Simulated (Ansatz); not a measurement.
**Rh: geometry relaxation (part 2 of 2)**

Rh (P6₃/mmc, 2 atoms in the cell); DFT PBE, scalar-relativistic, plane waves, PAW, no spin polarisation (Ansatz 0.2.0); cutoff 420 eV, 18×18×10 k-mesh, Gaussian smearing of 0.1 eV. The structure derives from a Materials Project entry.

Geometry of the input (Å; fractional positions):
```
2.7310  0.0000  0.0000
-1.3655  2.3651  0.0000
0.0000  0.0000  4.4285
Rh 0.6667  0.3333  0.7500
Rh 0.3333  0.6667  0.2500
```

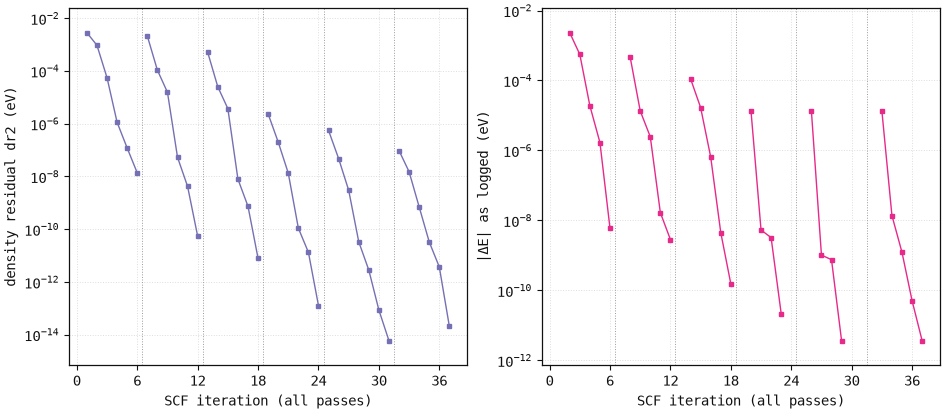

**Figure 1.** Convergence of the self-consistent field: density residual dr2 and size of the energy change against the SCF iteration. The dotted lines part the SCF passes of the relaxation: geometry steps, rejected trials and re-solves on a re-selected basis. The 6 passes take 6 to 7 iterations each, 37 in all.

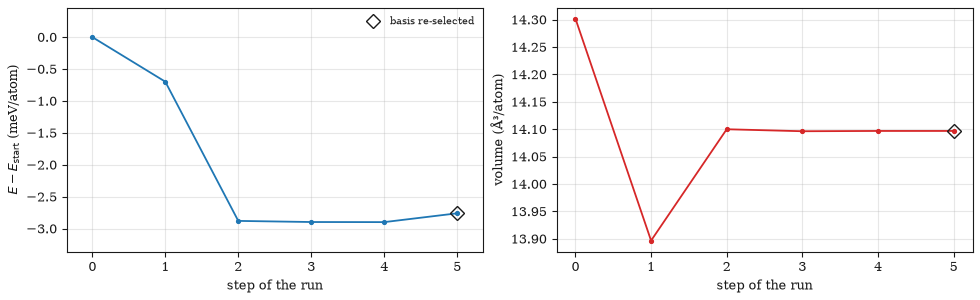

**Figure 2.** Progress of the relaxation, step by step (the first geometry is step 0 here and step 1 in the log).

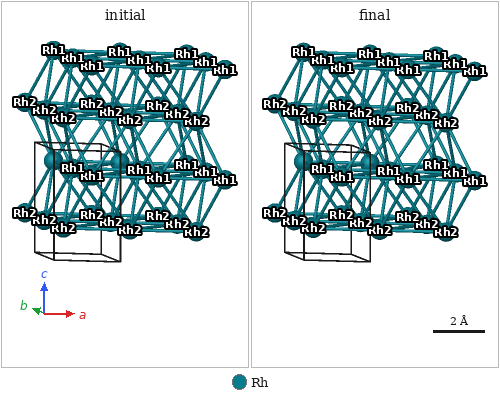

**Figure 3.** Before (left) and after (right) the relaxation, at one scale (ball-and-stick view of the cell of the calculation, repeated 3 × 3 × 2, seen slightly off an axis). The energy falls by 2.9 meV per atom in 4 geometry steps. All forces vanish by symmetry, so only the cell relaxes. The pressure goes from −3.56 to 0.00 GPa. The atoms keep their places relative to the cell (all moves are under 0.005 Å). The volume changes by −1.4 %, with a = b 2.731 → 2.725 Å (−0.2 %), c 4.428 → 4.385 Å (−1.0 %). Distances before and after: Rh1–Rh2 2.718 → 2.698 Å, Rh1–Rh1 2.731 → 2.725 Å. The space group stays P6_3/mmc (No. 194). A last SCF at the same geometry on a re-selected plane-wave basis shifts the energy by +0.1 meV per atom. (Atoms are counted from 1 in the order of the input.)

```
basis re-selected at this cell: Δ(F+E_penalty+E_count) = +2.755e-4 eV, ΔP = +0.005 GPa vs the last step (what re-selecting the basis moved, of the pressure what is left beyond the Pulay correction that the steps carried, after the strain that the cell walked since its last selection, with what the two solves' SCF thresholds leave and, on support functions, any second-order correction that the steps lacked; it is no measure of the basis error at this ecutwfc). This SCF's stress stands 5.02e-3 GPa from its target on what of the cell is left free (relax.cell.stress_tol is 5.00e-2 GPa) and its largest allowed force component is 1.04e-17 eV/Å (relax.f_tol is 5.00e-3 eV/Å): within both
SCF converged after 6 iterations
Free energy (F): -12805.711199 eV
Harris-Foulkes:  -12805.711199 eV  (|F-HF|=3.64e-12)
Internal energy: -12805.694449 eV  (E = F + TS)
E sigma→0 (E₀):  -12805.702824 eV
Entropy (-TS):   -0.016750 eV (-8.375 meV/atom)
Fermi energy:    21.785370 eV
--- Per-component energies (eV) ---
  E_band       = -190.817491
  E_kinetic    = 1145.611309
  E_local      = -3189.242718  (includes V_loc(G=0)·N_el)
  E_nonlocal   = 709.246732
  E_hartree    = 1121.157032
  E_xc         = -443.431791
  E_vxc        = -556.640388  (∫ρ·V_xc dr)
  E_paw        = -7173.772550  (= ΣΔE_a)
  E_vpaw       = -542.108211  (= ΣTr[D̂ρ^β])
  E_aug_tail   = 0.001728  (compensation charges beyond the density's cutoff)
  E_ewald      = -4975.264190
  E_smearing   = -0.016750  (= −TS)
  E_closure    = -0.000000  (closes the sum)
  Σ components = -12805.711199   (vs F -12805.711199, Δ=0.00e0)
--- Forces (eV/Å), atoms counted from 1 ---
  atom   1  Rh     0.00000000    -0.00000000    -0.00000000
  atom   2  Rh     0.00000000     0.00000000     0.00000000
  max |Σ_I F_I| component: 4.63e-18 eV/Å
--- Stress (GPa, compression-positive) ---
        0.005024       0.000000      -0.000000
       -0.000000       0.005024      -0.000000
       -0.000000      -0.000000       0.004910
  P = ⅓ Tr σ = 0.0050 GPa (0.050 kbar)
--- Band table (eV; the first three rows and the last of 222) ---
  k-point 0: bands = ["-57.1027", "-56.9947", "-25.3124", "-24.6988", "-24.6988", "-24.6146", "-24.5970", "-24.5970", "13.9019", "15.7712", "18.8192", "18.8535", "18.8535", "19.3663", "19.3663", "19.8976", "19.8976", "21.9026", "21.9026", "22.5736", "30.2265"]
  k-point 1: bands = ["-57.1001", "-56.9974", "-25.2959", "-24.6963", "-24.6963", "-24.6322", "-24.5995", "-24.5995", "14.0032", "15.7984", "18.7787", "18.8046", "18.8046", "19.3184", "19.3184", "20.0131", "20.0131", "21.8989", "21.8989", "22.1812", "30.7440"]
  k-point 2: bands = ["-57.0924", "-57.0051", "-25.2477", "-24.6891", "-24.6891", "-24.6833", "-24.6068", "-24.6068", "14.2971", "15.8691", "18.6716", "18.7159", "18.7159", "19.1920", "19.1920", "20.2949", "20.2949", "21.2572", "21.8714", "21.8714", "32.0419"]
  k-point 221: bands = ["-56.9776", "-56.9776", "-25.1488", "-25.1488", "-24.9892", "-24.9892", "-24.7315", "-24.7315", "17.0901", "17.0901", "17.6264", "17.6264", "18.7494", "18.7494", "19.9960", "19.9960", "21.9632", "21.9632", "29.1130", "29.1130", "31.1624"]
--- Relaxed structure (5 steps of the walk, 5 accepted, 1 SCFs on fresh bases) ---
  F+E_penalty+E_count = -12805.71119906 eV   max|allowed force component| = 1.041e-17 eV/Å   (the final SCF, on the basis selected at the relaxed cell)
  cell:  # Å, volume = 28.1936 Å³
    - [2.7247891233783665, 3.8696087719118936e-33, -2.2931014944663074e-34]
    - [-1.3623945616891833, 2.3597366008011966, -5.305117985448623e-19]
    - [3.7184374493901675e-34, -9.933484495422983e-19, 4.38484269693686]
  atoms:
    - { symbol: Rh, position: [0.6666666666666666, 0.3333333333333333, 0.75] }
    - { symbol: Rh, position: [0.3333333333333333, 0.6666666666666666, 0.24999999999999997] }
```

## Trajectory as extended XYZ (Å, eV, eV/Å), 6 frames, from step=1 to step=6
```
2
Lattice="2.7310 0.0000 0.0000 -1.3655 2.3651 0.0000 0.0000 0.0000 4.4285" Properties=species:S:1:pos:R:3:forces:R:3 step=1 energy=-12805.70568 pressure_GPa=-3.56
Rh    1.3655    0.7884    3.3214    0.0000   0.0000   0.0000
Rh    0.0000    1.5767    1.1071    0.0000   0.0000   0.0000
2
Lattice="2.7122 0.0000 0.0000 -1.3561 2.3488 0.0000 0.0000 0.0000 4.3628" Properties=species:S:1:pos:R:3:forces:R:3 step=2 energy=-12805.70708 pressure_GPa=3.78
Rh    1.3561    0.7829    3.2721    0.0000   0.0000   0.0000
Rh    0.0000    1.5659    1.0907    0.0000   0.0000   0.0000
2
Lattice="2.7237 0.0000 0.0000 -1.3618 2.3588 0.0000 0.0000 0.0000 4.3894" Properties=species:S:1:pos:R:3:forces:R:3 step=3 energy=-12805.71144 pressure_GPa=-0.06
Rh    1.3618    0.7863    3.2920    0.0000   0.0000   0.0000
Rh    0.0000    1.5725    1.0973    0.0000   0.0000   0.0000
2
Lattice="2.7243 0.0000 0.0000 -1.3622 2.3593 0.0000 0.0000 0.0000 4.3862" Properties=species:S:1:pos:R:3:forces:R:3 step=4 energy=-12805.71147 pressure_GPa=0.01
Rh    1.3622    0.7864    3.2896    0.0000   0.0000   0.0000
Rh    0.0000    1.5729    1.0965    0.0000   0.0000   0.0000
2
Lattice="2.7248 0.0000 0.0000 -1.3624 2.3597 0.0000 0.0000 0.0000 4.3848" Properties=species:S:1:pos:R:3:forces:R:3 step=5 energy=-12805.71148 pressure_GPa=0.00
Rh    1.3624    0.7866    3.2886    0.0000   0.0000   0.0000
Rh    0.0000    1.5732    1.0962    0.0000   0.0000   0.0000
2
Lattice="2.7248 0.0000 0.0000 -1.3624 2.3597 0.0000 0.0000 0.0000 4.3848" Properties=species:S:1:pos:R:3:forces:R:3 step=6 energy=-12805.71120 pressure_GPa=0.00
Rh    1.3624    0.7866    3.2886    0.0000   0.0000   0.0000
Rh    0.0000    1.5732    1.0962    0.0000   0.0000   0.0000
```

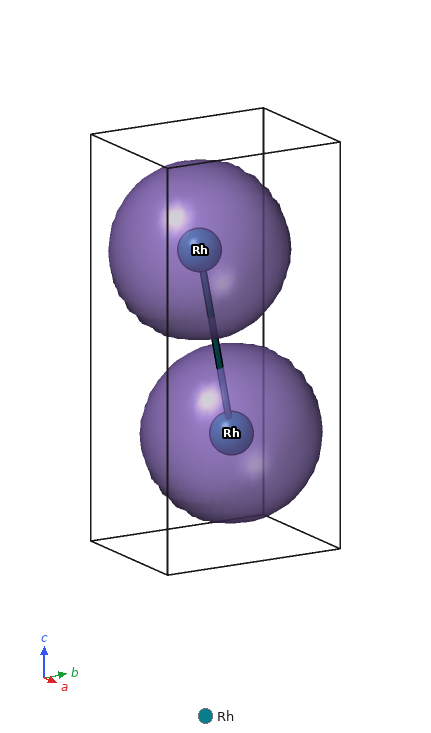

**Figure 4.** Isosurface of the valence electron density at 0.8 e/Å³ (purple), seen slightly off an axis. Sticks mark near contacts. The outline is the cell set on symmetry axes. At this value the density breaks into separate islands; it holds about 80 % of the electrons treated as valence (semicore included). It is pinched off along the Rh–Rh (2.70 Å) contacts. On the grid the lowest density along these lines, outside the cores, is 0.37 e/Å³ (Rh–Rh, 2.70 Å). In a PAW calculation such maps are meaningful between the atoms, not at the nuclei.

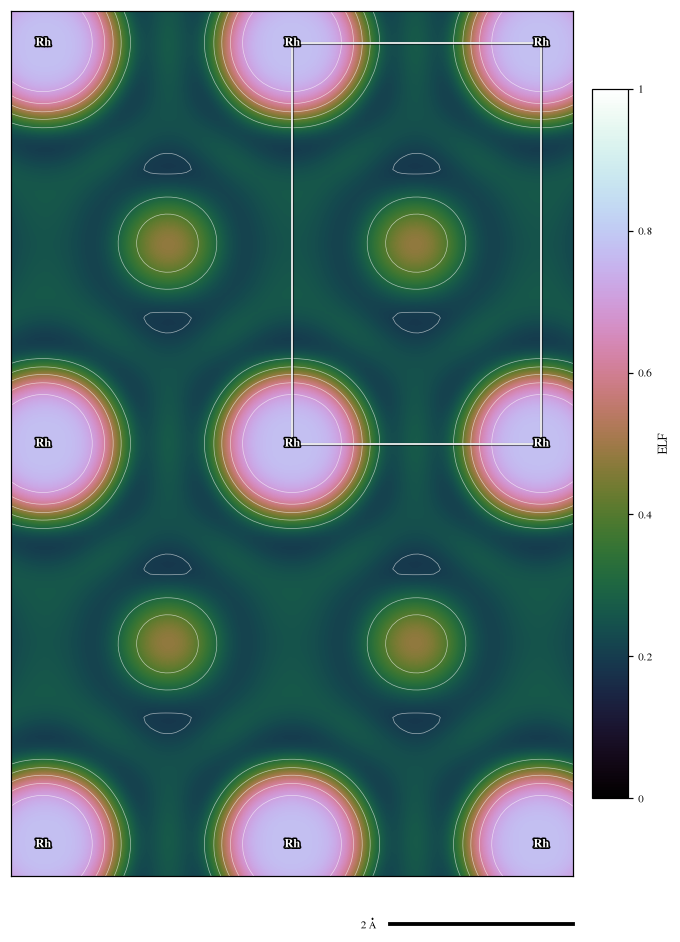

**Figure 5.** ELF on the (100) plane of the conventional cell. The section cuts through Rh sites. Rh–Rh (2.72 Å): the ELF is about 0.25 at the midpoint (no localised pair between them). The strong features right at Rh lie inside the PAW spheres (semicore, d or f shells) and say nothing about bonding.

## Summary

| quantity | value |
| --- | --- |
| outcome | converged |
| space group (tolerance 0.01 Å) | P6₃/mmc (194) |
| electrons treated | 34 |
| free energy | −12805.7112 eV |
| Fermi energy | 21.785 eV |
| gap on the k-point mesh | none (metallic) |
| pressure | 0.00 GPa |
| final volume | 28.19 Å³ |
| largest force (length of the vector) at the end | under 0.001 eV/Å |
| final cell | a = 2.725 Å, b = 2.725 Å, c = 4.385 Å, α = 90.00°, β = 90.00°, γ = 120.00° |
| hardware | 1 thread of Intel Xeon Gold (Sapphire Rapids), 64 GiB of memory available, shared host |
| wall time | 28 s |
| peak memory | 0.46 GiB |
